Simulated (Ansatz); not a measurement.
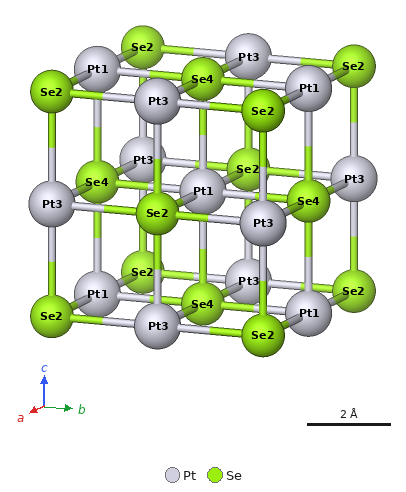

*The structure as given in the input (ball-and-stick view of the cell 2 times as large as that of the calculation, set on its symmetry axes, seen slightly off an axis; atoms are numbered from 1 in the order of the input). An atom can appear more than once, as a periodic image.*

Near neighbours in the periodic cell (some may lie outside the picture): Pt has 6 Se at 2.80 Å; Se has 6 Pt at 2.80 Å.

**Run report: PtSe, single-point calculation (part 1 of 3)**

- system: PtSe (Fm-3m, 4 atoms in the cell)
- method: DFT LDA+U, scalar-relativistic, plane waves, PAW, Ueff = 2 eV on Pt atom 1 d; Ueff = 2 eV on Pt atom 3 d, spin-polarised (Ansatz 0.2.0)

The structure was built on a prototype by a generator; it need not be a known phase. It belongs to a series of runs on one base structure; here: random orbitals: random, high filling. Figures and captions count atoms from 1; the log counts them from 0 in places.

## Input file
```yaml
crystal:
  lattice:
    - [0.0, 2.79841113, 2.79841113]
    - [5.59682226, 2.79841113, 2.79841113]
    - [5.59682226, 5.59682226, 0.0]
  atoms:
    - { symbol: Pt, position: [0.5, 0.5, 0.0], spin: 2.0 }
    - { symbol: Se, position: [0.0, 0.0, 0.0] }
    - { symbol: Pt, position: [0.5, 0.5, 0.5], spin: -2.0 }
    - { symbol: Se, position: [0.0, 0.0, 0.5] }
basis:
  ecutwfc: 420
  ecutrho_ratio: 4
kpoints:
  mp_grid: { grid: [6, 6, 6] }
hamiltonian:
  xc: lda
  hubbard:
    sites:
      - { site: 0, l: d, u_eff: 2.0, starting_ns: [{ spin: up, occupation_matrix: s0up }, { spin: down, occupation_matrix: s0down }] }
      - { site: 2, l: d, u_eff: 2.0, starting_ns: [{ spin: up, occupation_matrix: s2up }, { spin: down, occupation_matrix: s2down }] }
    occupation_matrices:
      s0up:
        matrix:
          - [0.97, 0.0, 0.0, 0.0, 0.0]
          - [0.0, 0.97, 0.0, 0.0, 0.0]
          - [0.0, 0.0, 0.97, 0.0, 0.0]
          - [0.0, 0.0, 0.0, 0.97, 0.0]
          - [0.0, 0.0, 0.0, 0.0, 0.97]
      s0down:
        matrix:
          - [0.41712, -0.15673, 0.24798, -0.36119, -0.05515]
          - [-0.15673, 0.90466, 0.17221, -0.01697, -0.05737]
          - [0.24798, 0.17221, 0.36198, -0.25437, 0.2282]
          - [-0.36119, -0.01697, -0.25437, 0.38507, 0.1345]
          - [-0.05515, -0.05737, 0.2282, 0.1345, 0.88117]
      s2up:
        matrix:
          - [0.21794, 0.01693, 0.12156, 0.06569, -0.35984]
          - [0.01693, 0.7086, -0.30442, -0.25287, -0.15199]
          - [0.12156, -0.30442, 0.60166, -0.30117, -0.12686]
          - [0.06569, -0.25287, -0.30117, 0.72215, -0.12275]
          - [-0.35984, -0.15199, -0.12686, -0.12275, 0.69965]
      s2down:
        matrix:
          - [0.97, 0.0, 0.0, 0.0, 0.0]
          - [0.0, 0.97, 0.0, 0.0, 0.0]
          - [0.0, 0.0, 0.97, 0.0, 0.0]
          - [0.0, 0.0, 0.0, 0.97, 0.0]
          - [0.0, 0.0, 0.0, 0.0, 0.97]
    ns_hold: { iters: 12 }
scf:
  occupations: { method: gaussian, width: 0.05 }
  lower_state_search: "off"
  max_iter: 150
output:
  forces: true
  stress: true
  eigenvalues: true
  populations: true
  hubbard: { sites: [{ site: 0, l: d }, { site: 2, l: d }] }
  write_density: true
  write_potential: true
  elf: true
  volumetric_format: npy
magnetization:
  spin_polarized: true
```

Machine: 2 threads of Arm Neoverse V2, 24 GiB of memory available, shared host.

Launched with:
```bash
ansatz run input.yaml --threads 2 --pin off --max-ram 3072MiB --backend cpu --events-out ev --progress --plain --runs-dir out
```

## What the program printed
```
Warning: crystal.symmetry: narrowed to the stabiliser of the occupation matrices — unitary ops 16 → 2, anti-unitary 16 → 0; lowered by the specified shells (site 0, l: d), (site 2, l: d); largest admitted image defect 4.4e-16, smallest excluded 2.7e-1 — at a splitting's scale: the group the occupation matrices' own texture admits
Pt: projections on atomic orbitals take those of the free atom [Kr 4d10 4f14] 5s2 5p6 5d9 6s1, of charge +0.00 (hamiltonian.pseudopotentials.projection_atoms); the dataset's partial waves leave at most 9.1e-5 of an orbital's norm unspanned inside its sphere
Se: projections on atomic orbitals take those of the free atom [Ar] 3d10 4s2 4p4, of charge +0.00 (hamiltonian.pseudopotentials.projection_atoms); the dataset's partial waves leave at most 2.3e-6 of an orbital's norm unspanned inside its sphere
Engine: ansatz 0.2.0, aarch64-unknown-linux-gnu
Pseudopotentials: kind: paw
Pseudopotential: Pt, paw, valence charge 18, recommended cutoff 420 eV (normal), Pt.paw.azcp
Pseudopotential: Se, paw, valence charge 16, recommended cutoff 420 eV (normal), Se.paw.azcp
Functional definition: SPW92
  exchange = slater_x
  correlation = pw_c
Crystal: 4 atoms, lattice volume = 87.659 Å³
Basis set: ecut = 420 eV, 1715 PW (Γ)
Bands: 44, of which v1, the nominal top of the filled ones, is band 34 counted from 1 (33 counted from 0)
Symmetry: 2 space group operations
k-points: 112 of 216
Non-local potential: Pt, projectors of the file, l = 0: 3, l = 1: 2, l = 2: 2, l = 3: 1
Non-local potential: Se, projectors of the file, l = 0: 2, l = 1: 2, l = 2: 3, l = 3: 1
PAW form: soft (Blöchl's): semilocal exchange-correlation on the pseudo side does not see the compensation charge
PAW frozen core: Pt, regenerated for the run's functional, and the local potential with it (the file was generated under x = pbe(κ = 0.804, μ = 0.2195149727645171), c = pbe(β = 0.06672455060314922))
PAW frozen core: Se, regenerated for the run's functional, and the local potential with it (the file was generated under x = pbe(κ = 0.804, μ = 0.2195149727645171), c = pbe(β = 0.06672455060314922))
PAW one-centre angular grid: Pt, 590 points (default); XC on 64 Gauss nodes
PAW one-centre angular grid: Se, 590 points (default); XC on 64 Gauss nodes
Initial density: superposition of atomic densities (chi_scale 0.1, normalization cell)
Starting moments: Σ|m| = 4 μB on 2 of 4 sites
Initial wavefunctions: pseudopotential atomic-orbital guess
Functional: x = slater, c = lda
```
